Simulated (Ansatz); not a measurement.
**W: single-point calculation (part 2 of 2)**

W (slab, 12 atoms in the cell); DFT, revPBE, plane waves, PAW, no spin polarisation (Ansatz 0.2.0); cutoff 420 eV, 14×14×1 k-mesh, tetrahedron_uncorrected. The structure derives from an entry of the Crystallography Open Database.

Geometry of the input (Å; fractional positions):
```
4.4609  0.0000  0.0000
-2.2305  3.8633  0.0000
0.0000  0.0000  25.0164
W  0.6667  0.3333  0.2998
W  0.3333  0.6667  0.3362
W  0.0000  0.0000  0.3726
W  0.6667  0.3333  0.4090
W  0.3333  0.6667  0.4454
W  0.0000  0.0000  0.4818
W  0.6667  0.3333  0.5182
W  0.3333  0.6667  0.5546
W  0.0000  0.0000  0.5910
W  0.6667  0.3333  0.6274
W  0.3333  0.6667  0.6638
W  0.0000  0.0000  0.7002
```

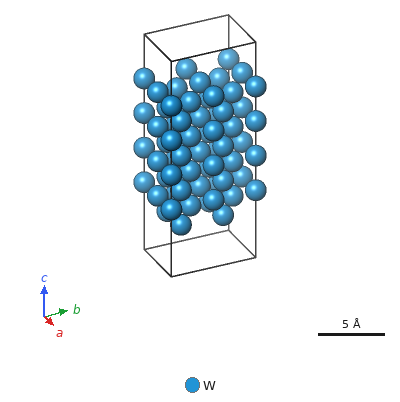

**Figure 1.** The structure (spheres-only view of the 2 × 2 repeat of the cell, with the vacuum cut short, seen slightly off an axis). An atom can appear more than once, as a periodic image.

## The program's output, continued
```
SCF iter   1: F=—  HF=-124718.358805 eV  |F-HF|=—  |Δ(HF+E_count)|=         —  Δρ=4.96e-3  dr2=3.87e-1  ethr=1.77e-3  p=0.000 e·Å  D=2.07e-13 V/Å  ΔV_dip=-0.00 eV  dr2_dipole=4.74e-8  V_vac-E_F(+/−)=4.12/4.12 eV  ⟨swp⟩=9.7  Hψ=11090  notcnv=0  defer=123
efield: sawtooth ramp at fractional position 0.9800 (placed from the atoms, in the widest stretch of the axis that holds none; the zero of the levels goes with the place), width 0.0400; the density the first Hamiltonian is built on has a dipole p = 0.000 e·Å; the dipole correction subtracts the counter field D = 2.07e-13 V/Å, which shifts the + side's vacuum level by -0.00 eV against the − side's; the planar-averaged density in the ramp window peaks in size at 9.7e-5 e/Å³
preconditioner: auto → none  [metal: no gap  n_scr=96 (ndim 8)  ℏωp=15.2 eV  f_vac=0.479  sad-step TF]
SCF iter   2: F=—  HF=-124718.341663 eV  |F-HF|=—  |Δ(HF+E_count)|=   1.71e-2  Δρ=2.32e-3  dr2=1.04e-1  ethr=2.30e-4  p=0.000 e·Å  D=1.06e-7 V/Å  ΔV_dip=-0.00 eV  dr2_dipole=4.83e-8  V_vac-E_F(+/−)=4.12/4.12 eV  ⟨swp⟩=2.0  Hψ=3189  notcnv=0  defer=250  κ⁻¹=1.0e0(r=1)
SCF iter   3: F=—  HF=-124718.778495 eV  |F-HF|=—  |Δ(HF+E_count)|=   4.37e-1  Δρ=1.28e-2  dr2=1.34e1  ethr=6.20e-5  p=0.000 e·Å  D=1.35e-4 V/Å  ΔV_dip=-0.00 eV  dr2_dipole=3.76e-4  V_vac-E_F(+/−)=3.47/3.48 eV  ⟨swp⟩=5.1  Hψ=5490  notcnv=0  defer=248  κ⁻¹=1.2e-2(r=2)
SCF iter   4: F=—  HF=-124718.347429 eV  |F-HF|=—  |Δ(HF+E_count)|=   4.31e-1  Δρ=1.60e-3  dr2=9.17e-2  ethr=6.20e-5  p=-0.001 e·Å  D=-5.54e-4 V/Å  ΔV_dip=0.01 eV  dr2_dipole=1.74e-2  V_vac-E_F(+/−)=3.88/3.87 eV  ⟨swp⟩=4.2  Hψ=4546  notcnv=0  defer=246  κ⁻¹=2.0e-3(r=3)
SCF iter   5: F=—  HF=-124718.477110 eV  |F-HF|=—  |Δ(HF+E_count)|=   1.30e-1  Δρ=7.25e-3  dr2=1.30e1  ethr=5.46e-5  p=0.038 e·Å  D=1.59e-2 V/Å  ΔV_dip=-0.40 eV  dr2_dipole=9.86e0  V_vac-E_F(+/−)=3.69/4.09 eV  ⟨swp⟩=4.0  Hψ=3533  notcnv=0  defer=248  κ⁻¹=1.3e-3(r=4)
SCF iter   6: F=—  HF=-124718.344994 eV  |F-HF|=—  |Δ(HF+E_count)|=   1.32e-1  Δρ=1.09e-3  dr2=2.16e-2  ethr=5.46e-5  p=-0.001 e·Å  D=-2.41e-4 V/Å  ΔV_dip=0.01 eV  dr2_dipole=2.97e-3  V_vac-E_F(+/−)=3.94/3.93 eV  ⟨swp⟩=3.4  Hψ=3586  notcnv=0  defer=250  κ⁻¹=1.2e-4(r=5)
SCF iter   7: F=—  HF=-124718.344023 eV  |F-HF|=—  |Δ(HF+E_count)|=   9.71e-4  Δρ=6.38e-4  dr2=3.36e-3  ethr=1.29e-5  p=0.000 e·Å  D=4.14e-5 V/Å  ΔV_dip=-0.00 eV  dr2_dipole=3.46e-8  V_vac-E_F(+/−)=3.92/3.92 eV  ⟨swp⟩=2.6  Hψ=3699  notcnv=0  defer=250  κ⁻¹=2.1e-5(r=6)
SCF iter   8: F=—  HF=-124718.344628 eV  |F-HF|=—  |Δ(HF+E_count)|=   6.05e-4  Δρ=2.66e-4  dr2=9.47e-4  ethr=2.00e-6  p=-0.001 e·Å  D=-2.21e-4 V/Å  ΔV_dip=0.01 eV  dr2_dipole=8.21e-5  V_vac-E_F(+/−)=3.89/3.88 eV  ⟨swp⟩=3.0  Hψ=3715  notcnv=0  defer=250  κ⁻¹=2.1e-5(r=7)
SCF iter   9: F=—  HF=-124718.344675 eV  |F-HF|=—  |Δ(HF+E_count)|=   4.71e-5  Δρ=1.97e-4  dr2=1.10e-3  ethr=5.64e-7  p=0.001 e·Å  D=2.84e-4 V/Å  ΔV_dip=-0.01 eV  dr2_dipole=3.36e-5  V_vac-E_F(+/−)=3.87/3.88 eV  ⟨swp⟩=3.0  Hψ=3414  notcnv=0  defer=250  κ⁻¹=5.8e-6(r=8)
SCF iter  10: F=—  HF=-124718.344689 eV  |F-HF|=—  |Δ(HF+E_count)|=   1.45e-5  Δρ=1.66e-4  dr2=6.36e-4  ethr=5.64e-7  p=-0.000 e·Å  D=-1.52e-4 V/Å  ΔV_dip=0.00 eV  dr2_dipole=5.33e-7  V_vac-E_F(+/−)=3.88/3.87 eV  ⟨swp⟩=2.8  Hψ=3168  notcnv=0  defer=250  κ⁻¹=1.6e-6(r=8)
SCF iter  11: F=—  HF=-124718.344695 eV  |F-HF|=—  |Δ(HF+E_count)|=   5.11e-6  Δρ=4.22e-5  dr2=2.21e-5  ethr=3.79e-7  p=0.000 e·Å  D=7.36e-6 V/Å  ΔV_dip=-0.00 eV  dr2_dipole=5.96e-9  V_vac-E_F(+/−)=3.87/3.87 eV  ⟨swp⟩=2.5  Hψ=3117  notcnv=0  defer=250  κ⁻¹=2.4e-7(r=8)
SCF iter  12: F=—  HF=-124718.345241 eV  |F-HF|=—  |Δ(HF+E_count)|=   5.46e-4  Δρ=3.21e-5  dr2=1.21e-5  ethr=1.32e-8  p=-0.000 e·Å  D=-2.24e-7 V/Å  ΔV_dip=0.00 eV  dr2_dipole=1.32e-7  V_vac-E_F(+/−)=3.87/3.87 eV  ⟨swp⟩=3.0  Hψ=4186  notcnv=0  defer=250  κ⁻¹=9.1e-8(r=8)
SCF iter  13: F=—  HF=-124718.345245 eV  |F-HF|=—  |Δ(HF+E_count)|=   4.42e-6  Δρ=3.39e-5  dr2=7.74e-5  ethr=7.20e-9  p=-0.000 e·Å  D=-1.04e-5 V/Å  ΔV_dip=0.00 eV  dr2_dipole=3.10e-7  V_vac-E_F(+/−)=3.87/3.87 eV  ⟨swp⟩=3.3  Hψ=3514  notcnv=0  defer=250  κ⁻¹=2.9e-7(r=8)
SCF iter  14: F=—  HF=-124718.345243 eV  |F-HF|=—  |Δ(HF+E_count)|=   2.34e-6  Δρ=9.85e-6  dr2=1.75e-6  ethr=7.20e-9  p=-0.000 e·Å  D=-7.42e-6 V/Å  ΔV_dip=0.00 eV  dr2_dipole=4.91e-8  V_vac-E_F(+/−)=3.87/3.87 eV  ⟨swp⟩=3.2  Hψ=3109  notcnv=0  defer=250  κ⁻¹=7.7e-6(r=8)
SCF iter  15: F=—  HF=-124718.345246 eV  |F-HF|=—  |Δ(HF+E_count)|=   3.63e-6  Δρ=3.91e-5  dr2=3.96e-4  ethr=1.04e-9  p=0.000 e·Å  D=8.11e-5 V/Å  ΔV_dip=-0.00 eV  dr2_dipole=3.01e-4  V_vac-E_F(+/−)=3.87/3.87 eV  ⟨swp⟩=4.2  Hψ=4098  notcnv=0  defer=250  κ⁻¹=5.1e-5(r=8)
SCF iter  16: F=—  HF=-124718.345243 eV  |F-HF|=—  |Δ(HF+E_count)|=   3.34e-6  Δρ=1.27e-5  dr2=7.08e-6  ethr=1.04e-9  p=-0.000 e·Å  D=-5.56e-6 V/Å  ΔV_dip=0.00 eV  dr2_dipole=3.81e-6  V_vac-E_F(+/−)=3.87/3.87 eV  ⟨swp⟩=3.8  Hψ=3301  notcnv=0  defer=250  κ⁻¹=1.1e-4(r=8)
SCF iter  17: F=—  HF=-124718.345243 eV  |F-HF|=—  |Δ(HF+E_count)|=   1.95e-7  Δρ=3.98e-6  dr2=2.87e-7  ethr=1.04e-9  p=0.000 e·Å  D=8.85e-7 V/Å  ΔV_dip=-0.00 eV  dr2_dipole=2.67e-9  V_vac-E_F(+/−)=3.87/3.87 eV  ⟨swp⟩=2.9  Hψ=3145  notcnv=0  defer=250  κ⁻¹=1.7e-5(r=8)
SCF iter  18: F=—  HF=-124718.345243 eV  |F-HF|=—  |Δ(HF+E_count)|=   2.85e-8  Δρ=3.10e-6  dr2=1.13e-7  ethr=1.71e-10  p=-0.000 e·Å  D=-1.41e-6 V/Å  ΔV_dip=0.00 eV  dr2_dipole=3.26e-9  V_vac-E_F(+/−)=3.87/3.87 eV  ⟨swp⟩=3.0  Hψ=3809  notcnv=0  defer=250  κ⁻¹=1.2e-5(r=8)
SCF iter  19: F=—  HF=-124718.345243 eV  |F-HF|=—  |Δ(HF+E_count)|=   4.05e-8  Δρ=2.99e-6  dr2=2.09e-7  ethr=5.95e-11  p=0.000 e·Å  D=3.44e-6 V/Å  ΔV_dip=-0.00 eV  dr2_dipole=9.59e-9  V_vac-E_F(+/−)=3.87/3.87 eV  ⟨swp⟩=11.8  Hψ=10320  notcnv=0  κ⁻¹=4.6e-5(r=8)
SCF iter  20: F=-124718.345243 eV  HF=-124718.345243 eV  |F-HF|=7.73e-9  |Δ(HF+E_count)|=   9.18e-9  Δρ=1.25e-6  dr2=6.84e-9  ethr=5.95e-11  p=-0.000 e·Å  D=-6.12e-7 V/Å  ΔV_dip=0.00 eV  dr2_dipole=2.44e-11  V_vac-E_F(+/−)=3.87/3.87 eV  ⟨swp⟩=3.2  Hψ=8198  notcnv=0
SCF 1 converged in 20 iterations: F = -124718.345243 eV  dr2 = 6.84e-9
  greatest PAW one-centre occupation: 0.999 electrons in one spin orbital (limit 2), on the W atom at site 10 (counted from 0), in its partial waves of l = 0
SCF converged after 20 iterations
Stability not checked: this state was not tested for a lower state beside it, because the mixer in use, unlike msr1, does not test its closes by its own steps (another_mixer; see scf.mixing.algorithm and scf.lower_state_search)
Free energy (F): -124718.345243 eV
Harris-Foulkes:  -124718.345243 eV  (|F-HF|=7.73e-9)
Internal energy: -124718.345243 eV  (E = F + TS)
E sigma→0 (E₀):  -124718.345243 eV
Fermi energy:    7.857946 eV
Dipole field:    D = 0.000004 V/Å  (p = 0.000009 e·Å, saw-weighted, corrected)
Work function:   Φ+ = 3.8686 eV   Φ− = 3.8687 eV
Levels:          The Fermi level and band energies are counted from a zero that moves with the ramp; work functions are not
--- Per-component energies (eV) ---
  E_band       = -3421.067975
  E_kinetic    = 5382.684751
  E_local      = -202363.665441  (includes V_loc(G=0)·N_el)
  E_nonlocal   = 7.185664
  E_hartree    = 98947.306064
  E_xc         = -3194.811741
  E_vxc        = -2849.152803  (∫ρ·V_xc dr)
  E_paw        = -102856.529158  (= ΣΔE_a)
  E_vpaw       = -1492.736250  (= ΣTr[D̂ρ^β])
  E_aug_tail   = -0.000702  (compensation charges beyond the density's cutoff)
  E_efield     = 0.000000  (sawtooth field / dipole correction)
  E_vefield    = 0.000000  (∫n·V_field dr)
  E_ewald      = 79359.635357
  E_core_change = -0.150038  (= ΣΔE_core)
  E_smearing   = -0.000000  (= −TS)
  E_closure    = -0.000000  (closes the sum)
  Σ components = -124718.345243   (vs F -124718.345243, Δ=0.00e0)
--- Forces (eV/Å), atoms counted from 1 ---
  atom   1  W     -0.00000000     0.00000000     2.05596227
  atom   2  W      0.00000000    -0.00000000    -0.20172228
  atom   3  W      0.00000000    -0.00000000    -1.45793954
  atom   4  W      0.00000000    -0.00000000    -1.13558828
  atom   5  W      0.00000000    -0.00000000    -0.66971763
  atom   6  W     -0.00000000     0.00000000     0.01125890
  atom   7  W      0.00000000    -0.00000000    -0.01124858
  atom   8  W     -0.00000000     0.00000000     0.66973607
  atom   9  W     -0.00000000     0.00000000     1.13557710
  atom  10  W     -0.00000000     0.00000000     1.45794551
  atom  11  W     -0.00000000     0.00000000     0.20167940
  atom  12  W      0.00000000     0.00000000    -2.05598938
  max |Σ_I F_I| component: 4.64e-5 eV/Å
--- Stress (GPa, compression-positive) ---
       -0.223399      -0.000000       0.000000
       -0.000000      -0.223399       0.000000
        0.000000       0.000000      -0.987923
  P = ⅓ Tr σ = -0.4782 GPa (-4.782 kbar)
--- Band table (eV; the first three rows and the last of 24) ---
  k-point 0: bands = ["-66.2200", "-66.1960", "-66.1529", "-66.1291", "-66.0555", "-66.0515", "-66.0431", "-66.0226", "-66.0217", "-65.9712", "-65.8070", "-65.8069", "-30.7775", "-30.7775", "-30.7596", "-30.7569", "-30.7520", "-30.7520", "-30.7318", "-30.7318", "-30.6590", "-30.6536", "-30.6536", "-30.5472", "-30.4973", "-30.4973", "-30.4729", "-30.4096", "-30.3831", "-30.3831", "-30.3025", "-30.3025", "-30.2747", "-30.2063", "-30.1453", "-30.1453", "-30.0535", "-29.9989", "-29.9925", "-29.9925", "-29.9868", "-29.8576", "-29.8523", "-29.8523", "-29.7449", "-29.7449", "-29.7426", "-29.7426", "-1.3517", "-0.1620", "1.3983", "2.2999", "2.2999", "3.0223", "3.1758", "3.1758", "4.0141", "4.0307", "4.2729", "4.2729", "4.4336", "4.6523", "4.6523", "4.6724", "4.6724", "5.0362", "5.0362", "5.1072", "5.1072", "5.1728", "5.2858", "5.3961", "5.3961", "5.9509", "5.9509", "6.2560", "6.3276", "6.3276", "6.6376", "6.6376", "6.6975", "6.6975", "6.9549", "7.4594", "7.7653", "8.8457", "9.2387", "9.4689", "9.4689", "9.4906", "9.4906", "10.0639", "10.0639", "10.0692", "10.0692", "10.4106", "10.4106", "10.8194", "10.8194", "10.9818", "10.9818"]
  k-point 1: bands = ["-66.2181", "-66.1945", "-66.1525", "-66.1289", "-66.0553", "-66.0525", "-66.0444", "-66.0223", "-66.0214", "-65.9727", "-65.8076", "-65.8075", "-30.8318", "-30.8221", "-30.7703", "-30.7667", "-30.7654", "-30.7577", "-30.6980", "-30.6924", "-30.6628", "-30.6392", "-30.6314", "-30.5526", "-30.5005", "-30.4900", "-30.4760", "-30.4039", "-30.3785", "-30.3688", "-30.2982", "-30.2865", "-30.2712", "-30.2076", "-30.1419", "-30.1389", "-30.0512", "-30.0046", "-29.9939", "-29.9911", "-29.9737", "-29.8663", "-29.8550", "-29.8523", "-29.7545", "-29.7510", "-29.7444", "-29.7420", "-1.2706", "-0.0935", "1.4329", "2.3482", "2.3516", "2.9669", "3.1846", "3.2214", "3.8537", "3.9475", "4.0880", "4.2966", "4.3580", "4.5222", "4.5617", "4.7586", "4.8283", "4.8887", "5.0266", "5.0962", "5.2978", "5.3263", "5.4067", "5.4079", "5.4618", "5.9637", "5.9655", "6.3370", "6.3469", "6.3490", "6.6384", "6.6661", "6.7358", "6.7669", "6.9798", "7.4923", "7.7935", "8.8645", "9.2342", "9.4052", "9.4241", "9.4487", "9.4602", "9.7786", "9.8765", "10.1560", "10.2453", "10.3760", "10.4510", "10.5363", "10.6176", "10.8099", "10.8547"]
  k-point 2: bands = ["-66.2123", "-66.1900", "-66.1513", "-66.1284", "-66.0556", "-66.0545", "-66.0481", "-66.0214", "-66.0206", "-65.9770", "-65.8094", "-65.8093", "-30.9006", "-30.8617", "-30.8126", "-30.8092", "-30.7797", "-30.7782", "-30.6973", "-30.6826", "-30.6254", "-30.6034", "-30.5939", "-30.5453", "-30.5011", "-30.4722", "-30.4682", "-30.3879", "-30.3651", "-30.3418", "-30.2858", "-30.2743", "-30.2502", "-30.2124", "-30.1321", "-30.1118", "-30.0571", "-30.0078", "-29.9874", "-29.9847", "-29.9540", "-29.8964", "-29.8636", "-29.8526", "-29.7806", "-29.7692", "-29.7429", "-29.7403", "-1.0321", "0.1080", "1.5339", "2.4914", "2.5020", "2.8450", "3.1782", "3.3571", "3.5360", "3.7190", "3.7960", "4.1895", "4.3587", "4.4339", "4.4677", "4.6497", "4.7867", "4.8499", "5.0044", "5.2920", "5.3795", "5.5097", "5.5716", "5.6152", "5.7545", "5.9869", "5.9905", "6.3187", "6.3817", "6.5603", "6.6389", "6.7610", "6.8625", "6.9267", "7.1255", "7.6055", "7.8771", "8.8951", "9.1661", "9.2048", "9.2363", "9.3184", "9.3548", "9.5265", "9.7655", "9.8291", "9.9375", "10.1843", "10.2988", "10.3837", "10.6098", "10.7347", "10.7480"]
  k-point 23: bands = ["-66.1549", "-66.1546", "-66.1500", "-66.1195", "-66.0850", "-66.0846", "-66.0331", "-66.0266", "-66.0138", "-66.0135", "-65.8224", "-65.8223", "-30.9850", "-30.9531", "-30.9406", "-30.8877", "-30.8547", "-30.8414", "-30.7957", "-30.7725", "-30.7677", "-30.5625", "-30.5529", "-30.4314", "-30.3974", "-30.3844", "-30.3654", "-30.3299", "-30.2910", "-30.2613", "-30.2411", "-30.2168", "-30.1939", "-30.1415", "-30.1236", "-30.0947", "-30.0794", "-30.0377", "-30.0174", "-29.9616", "-29.8954", "-29.8820", "-29.8655", "-29.8327", "-29.8191", "-29.8035", "-29.7642", "-29.7613", "1.7851", "1.8038", "1.9425", "2.4870", "2.6249", "2.7530", "2.8598", "2.9060", "3.1429", "3.4703", "3.9557", "3.9598", "4.8193", "4.8216", "4.8842", "5.0254", "5.0605", "5.1188", "5.2787", "5.4166", "5.5162", "5.5572", "5.6385", "5.7932", "5.8269", "5.8444", "5.9810", "5.9815", "6.0632", "6.1676", "6.6926", "6.7239", "6.9726", "7.0777", "7.1149", "7.2243", "8.1294", "8.2620", "8.4644", "8.5088", "8.6704", "8.7449", "8.7743", "8.8289", "9.0261", "9.1737", "9.2189", "9.2536", "9.5969", "9.6083", "9.9139", "10.1345", "10.5113"]
```

## Summary

- outcome: converged
- electrons treated: 168
- free energy: −124718.3452 eV
- Fermi energy: 7.858 eV
- gap on the k-point mesh: none (metallic)
- largest force (length of the vector): 2.056 eV/Å
- hardware: 2 threads of AMD EPYC (Zen 3), 32 GiB of memory available, shared host
- wall time: 90 s (CPU time 3 min)
- peak memory: 1.2 GiB

Settings chosen away from the usual ones: hamiltonian.xc set to revpbe (from pbesol); scf.occupations.width removed; scf.occupations.method set to tetrahedron_uncorrected (from gaussian); kpoints.mp_grid.grid set to [14, 14, 1] (from [9, 9, 1]). Spin–orbit coupling is left out, which matters for W.
